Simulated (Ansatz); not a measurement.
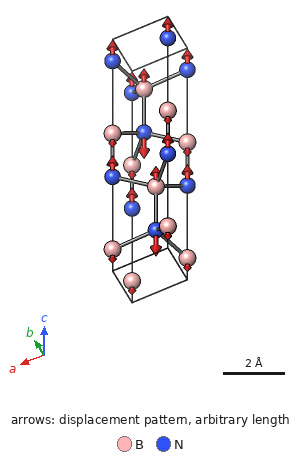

Normal modes of crystalline BN (a generated structure), space group P6₃mc (No. 186), at the zone centre. The optical levels lie at 340 (×2), 350 (×2), 477 (×2), 619, 626, 950, 954 (×2), 983 (×2), 1004 (×2), 1019, 1034 (×2), 1116, 1210, 1225 cm⁻¹. One mode is drawn. The red arrows give the relative displacements of the atoms. Style: ball-and-stick. Shown: the cell of the calculation, from a free direction.

Method: DFT PBE, scalar-relativistic, plane waves, PAW in Ansatz 0.2.0. Set-up: plane-wave cutoff 420 eV; k-point mesh 12 × 12 × 4; occupations fixed; no spin polarisation.

Frequencies are those without the non-analytic (LO–TO) term.

### To which level does it belong?

The level at 950 cm⁻¹. This is the A₁ mode, optical level 6 of 14, counted from below, infrared- and Raman-active by symmetry. The N (2b) and B (2a) sublattices move against the N (2a) and B (2b) sublattices, along c; of the bonds it mainly stretches B–N, some lengthening while others shorten; the kinetic energy is shared as N 76 %, B 24 %. Its infrared intensity is 1.8 (D/Å)²/amu.
